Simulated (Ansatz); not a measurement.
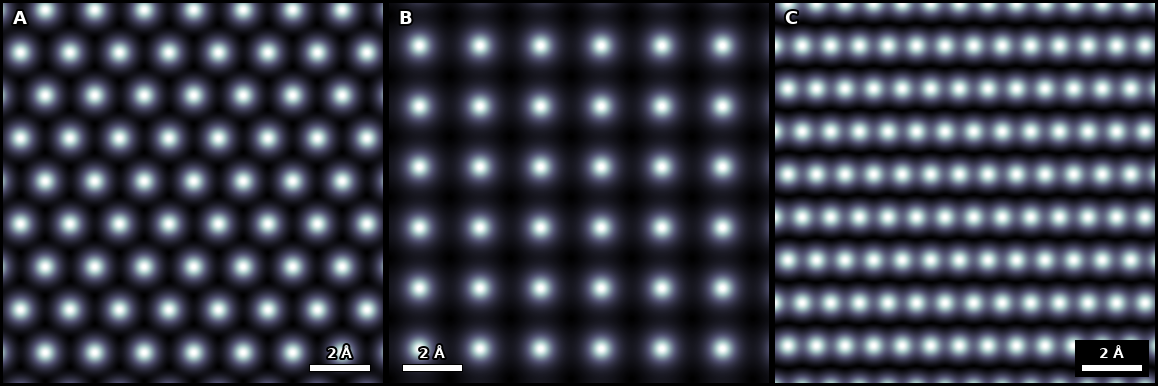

Three views of Ag (Fm-3m, No. 225) along different zone axes. Computed as the sum of neutral-atom potentials (tabulated electron scattering factors, B = 0.8 Å²) projected along the beam and smoothed by 0.25 Å; brighter is more positive. The display is stretched by a gamma of 0.6; percentages refer to the linear signal. Model: the geometry relaxed with Ansatz 0.2.0, DFT PBE, scalar-relativistic, plane waves, PAW; the starting structure was generated, so it need not be a known form of this composition.

```cif
data_structure
_symmetry_space_group_name_H-M 'Fm-3m'
_symmetry_Int_Tables_number 225
_cell_length_a 4.1475
_cell_length_b 4.1475
_cell_length_c 4.1475
_cell_angle_alpha 90.000
_cell_angle_beta 90.000
_cell_angle_gamma 90.000
_cell_volume 71.34
loop_
_atom_site_label
_atom_site_type_symbol
_atom_site_symmetry_multiplicity
_atom_site_Wyckoff_symbol
_atom_site_fract_x
_atom_site_fract_y
_atom_site_fract_z
_atom_site_occupancy
Ag1 Ag 4 a 0.00000 0.00000 0.00000 1
```

Match the panels to the zone axes [001], [111] and [221].

A is [111]: projected cell 1.69 × 1.69 Å, 120°, plane group p6mm. B is [001]: projected cell 2.07 × 2.07 Å, 90°, plane group p4mm. C is [221]: projected cell 0.98 × 1.55 Å, 108°, plane group c2mm.
